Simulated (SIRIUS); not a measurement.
# GaP: 7 runs along one coordinate

System: GaP (2 atoms in the cell).
Method: Kohn-Sham DFT of a periodic cell, PBEsol, dojo-sr-pbesol-0.4.1-standard, no spin polarisation (SIRIUS 7.12.0).

The 7 runs differ only in the geometry, by an even scaling of the cell at fixed fractional positions. The structure derives from an entry of the Crystallography Open Database.

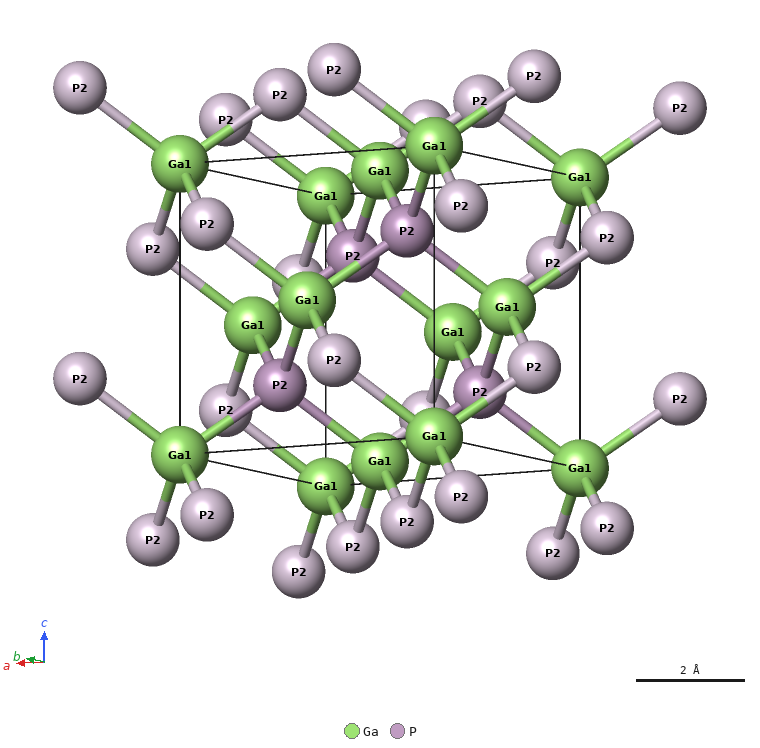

Figure 1. The structure of run 4 (ball-and-stick view of the cell 4 times as large as that of the calculation, set on its symmetry axes, seen at an oblique angle; neighbours outside the cell are drawn fainter; atoms are numbered from 1 in the order of the input). An atom can appear more than once, as a periodic image.

### Input of run 4
```
{
  "control": {
    "processing_unit": "cpu",
    "verbosity": 2,
    "num_bands_to_print": 16,
    "print_forces": true,
    "print_stress": true
  },
  "parameters": {
    "electronic_structure_method": "pseudopotential",
    "xc_functionals": ["XC_GGA_X_PBE_SOL", "XC_GGA_C_PBE_SOL"],
    "gk_cutoff": 9.0,
    "pw_cutoff": 18.0,
    "ngridk": [8, 8, 8],
    "shiftk": [0, 0, 0],
    "smearing": "fermi_dirac",
    "smearing_width": 0.0018374661,
    "num_bands": 16,
    "num_mag_dims": 0,
    "num_dft_iter": 100,
    "energy_tol": 1e-08,
    "density_tol": 1e-06
  },
  "iterative_solver": {
    "type": "davidson",
    "min_tolerance": 1e-10
  },
  "mixer": {
    "type": "anderson",
    "beta": 0.7,
    "max_history": 8
  },
  "settings": {
    "tol_ne": 1e-10,
    "pseudo_grid_cutoff": 6.5
  },
  "unit_cell": {
    "lattice_vectors": [
      [0.0, 0.707106781187, 0.707106781187],
      [0.707106781187, 0.0, 0.707106781187],
      [0.707106781187, 0.707106781187, 0.0]
    ],
    "lattice_vectors_scale": 7.2831660764,
    "atom_coordinate_units": "lattice",
    "atom_types": ["Ga", "P"],
    "atom_files": {
      "Ga": "Ga.json",
      "P": "P.json"
    },
    "atoms": {
      "Ga": [
        [0.0, 0.0, 0.0]
      ],
      "P": [
        [0.75, 0.75, 0.75]
      ]
    }
  }
}
```

Command:
```bash
upf_to_json Ga.upf
upf_to_json P.upf
OMP_NUM_THREADS=1 sirius.scf --input=sirius.json --output=out.json --task=0
```

Lattice vectors (Å) and fractional positions of run 4:
```
   0.000000    2.725250    2.725250
   2.725250    0.000000    2.725250
   2.725250    2.725250    0.000000
Ga  0.000000  0.000000  0.000000
P   0.750000  0.750000  0.750000
```

Run 6 has the same physical settings and fractional positions; its lattice vectors (Å) are:
```
   0.000000    2.761113    2.761113
   2.761113    0.000000    2.761113
   2.761113    2.761113    0.000000
```

### Results, with one run withheld

| run | volume per atom (Å³) | free energy per atom, from the lowest run given (meV) | pressure (GPa) | gap on the mesh (eV) |
| --- | --- | --- | --- | --- |
| 1 | 19.026 | 17.27 | 5.35 | 1.38 |
| 2 | 19.431 | 6.50 | 3.18 | 1.43 |
| 3 | 19.836 | 0.92 | 1.23 | 1.48 |
| 4 | 20.240 | 0.00 | −0.51 | 1.52 |
| 5 | 20.645 | 3.25 | −2.07 | 1.52 |
| 6 | 21.050 | ? | ? | ? |
| 7 | 21.455 | 20.58 | −4.72 | 1.27 |

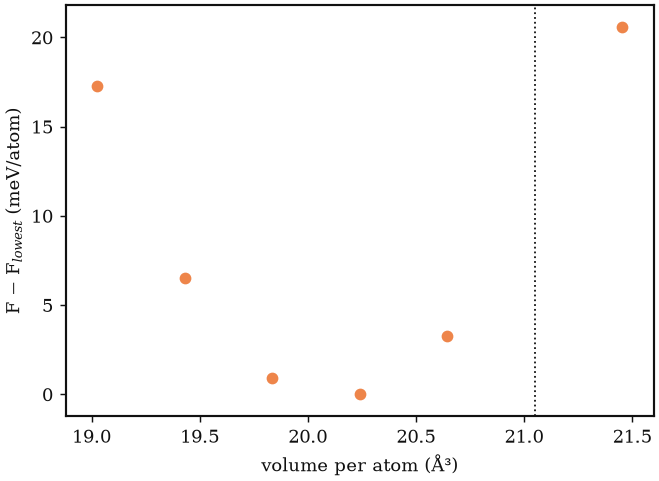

Figure 2. Free energy per atom of the runs given; the dotted line marks run 6.

Estimate the energy of run 6 from the others.

A cubic polynomial in V^(−2/3) (the Birch–Murnaghan form), fitted to the 6 runs given, misses them by under 0.01 meV per atom. With x = V^(−2/3) − 0.13536 Å⁻², it reads F = −0.15615 + 246.28 x + 6.5501e+05 x² + 1.0725e+06 x³ (meV per atom). At run 6 it gives 10.24 meV per atom, and the run itself gives 10.24. The slope of the fit gives a pressure −dF/dV of −3.45 GPa there, and the run prints −3.47 GPa. The fit has its minimum at 20.122 Å³ per atom, where V d²F/dV² gives 84.6 GPa: the bulk modulus at this level, since symmetry fixes the shape and the positions. The gap on the mesh lies between 1.27 eV (run 7) and 1.52 eV (run 5); run 6 has 1.42 eV. These are gaps of this functional on this mesh, which can miss the band edges; they aren't the measured gap.

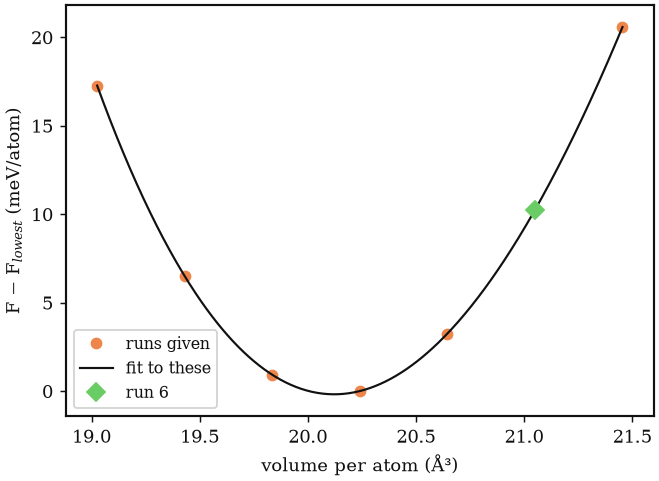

Figure 3. The fit and the withheld run.

### Some lines of the output (run 6)
```
[...]
[find] Free energy (E-TS)             :     -83.30143757 (Ha),    -166.60287514 (Ry)
[find] band gap (eV)                  :       1.41862483
[find] Efermi                         :       0.28393699
[find] Total energy                   :     -83.30143757 (Ha),    -166.60287515 (Ry)
[find] Free energy (E-TS)             :     -83.30143758 (Ha),    -166.60287515 (Ry)
[find] band gap (eV)                  :       1.41865730
[find] Efermi                         :       0.28393578
[find] Total energy                   :     -83.30143758 (Ha),    -166.60287515 (Ry)
[find] band gap (eV)                  :       1.41865588
[find] Efermi                         :       0.28393558
[find] band gap (eV)                  :       1.41864775
[find] Efermi                         :       0.28393517
[find] band gap (eV)                  :       1.41864546
[find] Efermi                         :       0.28393526
```
